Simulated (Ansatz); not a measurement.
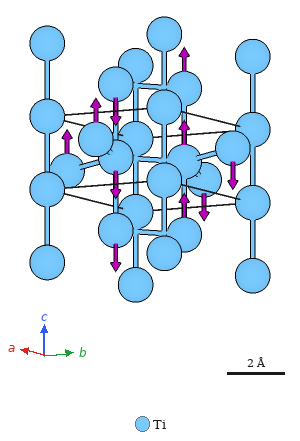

The lowest optical mode of a crystal of Ti relaxed at 22 GPa, space group P6/mmm (No. 191), at the zone centre. The purple arrows give the relative displacements of the atoms. Style: ball-and-stick. Shown: the cell of the calculation, from a free direction.

All numbers below come from DFT PBE, scalar-relativistic, plane waves, PAW in Ansatz. Set-up: plane-wave cutoff 420 eV; k-point mesh 12 × 12 × 14; occupations fermi dirac; smearing width 0.15 eV; target pressure 22 GPa; no spin polarisation.

The frequencies depend somewhat on the k-mesh and the smearing.

Q: Is this crystal at a minimum with respect to the drawn distortion?

A: Yes: this softest mode has a real frequency, and so have all others here. That speaks for this wave vector alone: the rest of the zone wasn't checked in this run. This is the B₁g mode at 135 cm⁻¹, the lowest optical level, silent by symmetry (neither infrared- nor Raman-active). The Ti (1a) atoms stay at rest; all motion is along c; atoms of one kind move against one another, with no net shift of their sublattice.
